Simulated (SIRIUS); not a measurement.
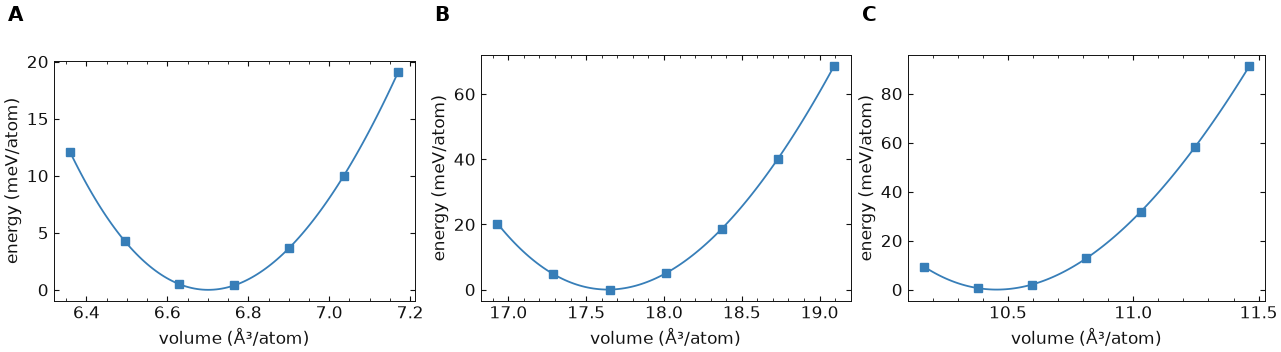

Each panel shows the energy against volume for one of these solids: Be₂C, Fm-3m (No. 225); Ta, Im-3m (No. 229); TaN, Fm-3m (No. 225).

Computed with SIRIUS 7.10.0: plane-wave DFT, no spin polarisation; energies at scaled volumes of the given cell, shape and fractions fixed, counted from the fit's minimum, third-order Birch-Murnaghan fit. Level: PBEsol.

### Which panel belongs to which solid?

A is Be₂C (energy from 0.39 meV/atom to 19.10 meV/atom, V0 6.701 Å³/atom, B0 206 GPa); B is Ta (energy from 0.00 meV/atom to 68.47 meV/atom, V0 17.64 Å³/atom, B0 212 GPa); C is TaN (energy from 0.59 meV/atom to 91.11 meV/atom, V0 10.46 Å³/atom, B0 355 GPa).
